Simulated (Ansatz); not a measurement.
Single-point calculation of Al₃N (part 2 of 2)

Continued. System: Al₃N (slab, 4 atoms in the cell). Method: DFT PBE, scalar-relativistic, plane waves, PAW, PAW set soft_1, spin-polarised (Ansatz 0.2.0); cutoff 420 eV, 9×9×1 k-mesh, Gaussian smearing of 0.1 eV, collinear spins. The structure derives from an entry of the Crystallography Open Database.

Geometry of the input (Å; fractional positions):
```
2.8568  0.0000  0.0000
-1.4284  2.4740  0.0000
0.0000  0.0000  21.6014
Al 0.6667  0.3333  0.1852
Al 0.3333  0.6667  0.2917
Al 0.0000  0.0000  0.3982
N  0.1667  0.0000  0.5681
```

## Output, continued
```
Spin contamination: 0.1776 ħ² per cell (⟨S²⟩ above its minimum at these occupations)
Per-site moments (μB) at R_I (Å): [(-0.017733767535360677, 1.167722429122873), (-0.020850536990827218, 1.1677018027981487), (-0.02420863394146004, 1.1677018027981487), (2.6711186068733106, 1.17841279540875)]
Free energy (F): -1990.328078 eV
Harris-Foulkes:  -1990.328078 eV  (|F-HF|=4.08e-9)
Internal energy: -1990.305734 eV  (E = F + TS)
E sigma→0 (E₀):  -1990.316906 eV
Entropy (-TS):   -0.022344 eV (-5.586 meV/atom)
Fermi energy:    -0.151759 eV
Dipole field:    D = -0.096538 V/Å  (p = -0.081451 e·Å, saw-weighted, corrected)
Work function:   Φ+ = 6.0346 eV   Φ− = 3.9492 eV
Levels:          The Fermi level and band energies are counted from a zero that moves with the ramp; work functions are not
--- Per-component energies (eV) ---
  E_band       = -68.649092
  E_kinetic    = 182.360076
  E_local      = -2299.809036  (includes V_loc(G=0)·N_el)
  E_nonlocal   = 69.274859
  E_hartree    = 1082.382750
  E_xc         = -166.950373
  E_vxc        = -155.117932  (∫ρ·V_xc dr)
  E_paw        = -1535.658460  (= ΣΔE_a)
  E_vpaw       = -30.534381  (= ΣTr[D̂ρ^β])
  E_aug_tail   = 0.000725  (compensation charges beyond the density's cutoff)
  E_efield     = 0.003932  (sawtooth field / dipole correction)
  E_vefield    = 0.409802  (∫n·V_field dr)
  E_ewald      = 678.089794
  E_smearing   = -0.022344  (= −TS)
  E_closure    = -0.000000  (closes the sum)
  Σ components = -1990.328078   (vs F -1990.328078, Δ=0.00e0)
--- Forces (eV/Å), atoms counted from 1 ---
  atom   1  Al    -0.00036913    -0.00004764    -0.18896261
  atom   2  Al     0.00035667    -0.00022743    -0.02129506
  atom   3  Al     0.00288674    -0.00011623     0.33276932
  atom   4  N     -0.00287407     0.00039131    -0.12252113
  max |Σ_I F_I| component: 9.48e-6 eV/Å
--- Band table (eV; the first three rows and the last of 82) ---
  k-point 0 ↑: bands = ["-14.7675", "-10.7905", "-9.0282", "-6.2955", "-3.4868", "-2.7840", "-0.6998", "-0.6911", "0.6512", "3.3013", "4.6742", "5.6295", "6.2218"]
  k-point 1 ↑: bands = ["-14.6488", "-10.4935", "-8.7336", "-6.0022", "-3.2991", "-2.5815", "-1.1093", "-0.7739", "0.9223", "3.5829", "4.9506", "5.9024", "6.4865"]
  k-point 2 ↑: bands = ["-14.3281", "-9.6064", "-7.8539", "-5.1297", "-2.8677", "-2.1095", "-1.8620", "-0.9674", "1.6604", "3.2525", "4.4978", "4.8656", "5.8542"]
  k-point 40 ↓: bands = ["-9.2127", "-7.0200", "-5.2967", "-2.7036", "-1.7831", "-0.1562", "0.2432", "0.5029", "1.9172", "2.3816", "2.8536", "3.2110", "4.2971"]
--- Löwdin populations: 4 sites ---
  site symbol       q [e]    m [muB]
     0     Al      2.9552    -0.0259
     1     Al      2.9402    -0.0324
     2     Al      2.9130    -0.0537
     3      N      5.0394     2.9223
  spilling = 0.010878 (of n_electrons = 14.000000)
```

## File populations.tsv
```
# site	symbol	l	j	q_up	q_dn
# orbitals = lowdin
# n_electrons = 14.000000
# spilling = 0.010878
0	Al	0_3S	-	0.505431	0.517933
0	Al	1_3P	-	0.959192	0.972629
1	Al	0_3S	-	0.443402	0.456461
1	Al	1_3P	-	1.010455	1.029840
2	Al	0_3S	-	0.496365	0.515223
2	Al	1_3P	-	0.933280	0.968101
3	N	0_2S	-	0.997333	0.977630
3	N	1_2P	-	2.983494	0.080933
```

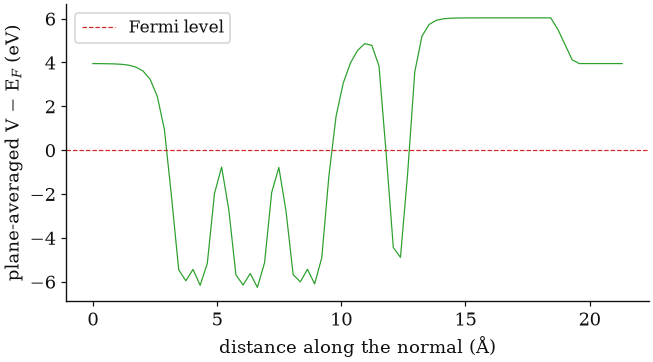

*Plane average of the electrostatic potential energy of an electron across the cell, from the Fermi level.*

The vacuum level lies 6.03 eV above the Fermi level on the upper side and 3.95 eV on the lower.

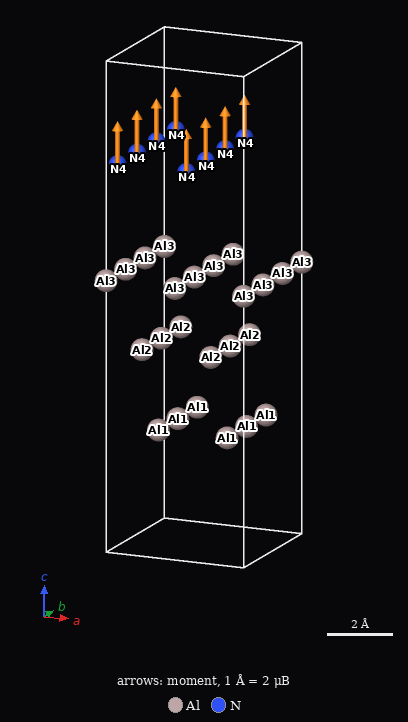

*Magnetic moments of the sites as orange arrows (ball-and-stick view of the 2 × 3 repeat of the cell, with the vacuum cut short, seen slightly off an axis; atoms are numbered from 1 in the order of the input); small moments hardly show. The run is collinear, so the axis drawn is arbitrary.*

Site moments: N4 (2.67 μB). They are counted near the atoms and needn't add up to the moment of the cell.

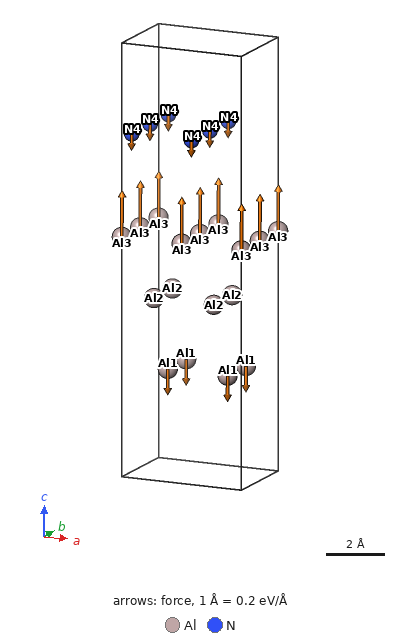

*Forces on the atoms as orange arrows (ball-and-stick view of the 2 × 2 repeat of the cell, with the vacuum cut short, seen slightly off an axis; atoms are numbered from 1 in the order of the input); the smallest are left out.*

The largest act on Al3 (0.33 eV/Å); Al1 (0.19 eV/Å); N4 (0.12 eV/Å). The geometry is not a stationary point of this energy.

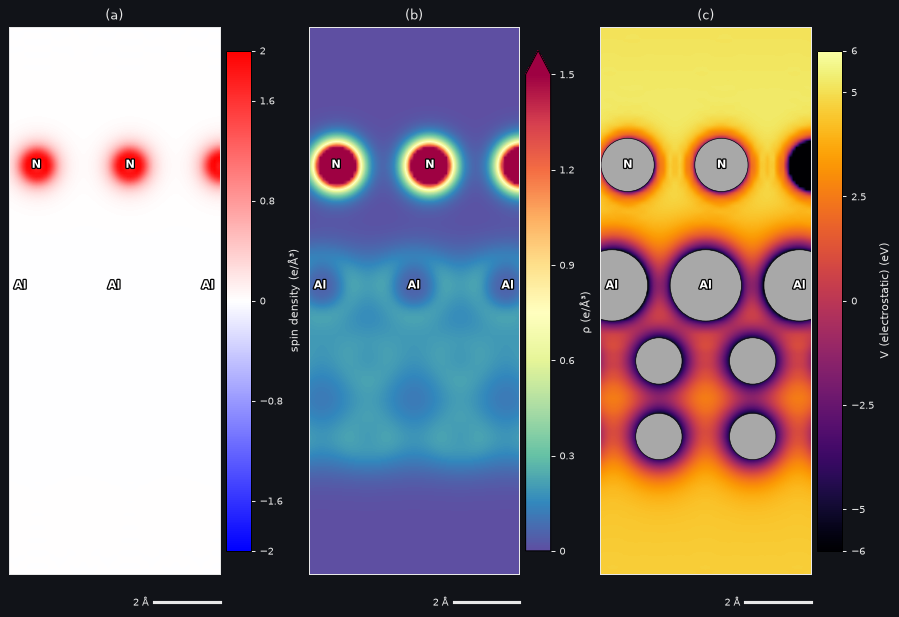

*(a) spin density; (b) valence charge density (pseudo); (c) electrostatic potential (local pseudopotential plus Hartree) felt by an electron on the (010) plane of the calculation cell, a cut from vacuum to vacuum. Grey discs, where drawn, cover atomic cores.*

Atoms in the plane: Al and N. Al–Al (2.86 Å): ρ at the midpoint is about 0.21 e/Å³. N–N (2.86 Å): the density is about 0.06 e/Å³ at the midpoint. The density dies away to nearly zero in the vacuum. The spin density sits on N: +2.7 μB in one cell of 4 atoms: a single local moment. The cell of the calculation (4 atoms) carries 2.8 μB net. The fields are those of the smooth PAW valence density.

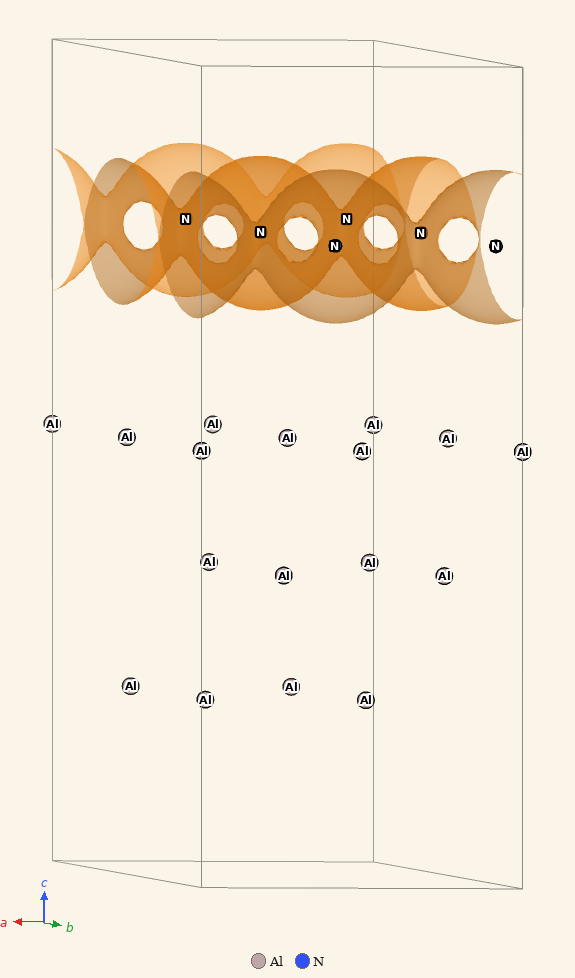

*Isosurface of the magnetisation density (up minus down) at +0.03 e/Å³ (orange), seen at an oblique angle. Sticks mark near contacts.*

The spin density sits on N: +2.7 μB in one cell of 4 atoms: a single local moment. The cell of the calculation (4 atoms) carries 2.8 μB net.

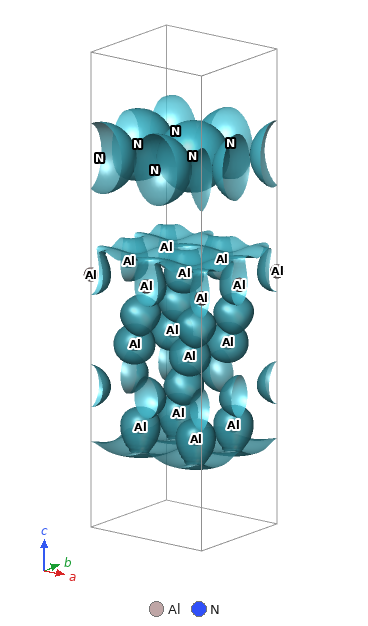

*Isosurface of the valence charge density (pseudo) at 0.15 e/Å³ (cyan), seen slightly off an axis. Sticks mark near contacts.*

At this value the density is joined into sheets; it holds about 80 % of the electrons treated as valence. It is pinched off along the N–N (2.86 Å) contacts. On the grid the lowest density along these lines, outside the cores, is 0.21 e/Å³ (Al–Al, 2.83 Å) and 0.06 e/Å³ (N–N, 2.86 Å).

## Key numbers

| quantity | value |
| --- | --- |
| outcome | converged |
| electrons treated | 14 |
| free energy | −1990.3281 eV |
| work function, top face | 6.03 eV |
| work function, bottom face | 3.95 eV |
| Fermi energy | −0.152 eV |
| gap on the k-point mesh | none (metallic) |
| net moment of the cell | 2.80 μB |
| integrated absolute moment | 3.03 μB |
| work function (upper face) | 6.03 eV |
| largest force (length of the vector) | 0.333 eV/Å |
| hardware | 1 thread of Intel Xeon @ 2.50GHz (Skylake/Cascade Lake), 32 GiB of memory available, shared host |
| wall time | 27 s |
| peak memory | 0.48 GiB |

## Notes

The program warns: the exchange-correlation potential is rough where the density is thin.
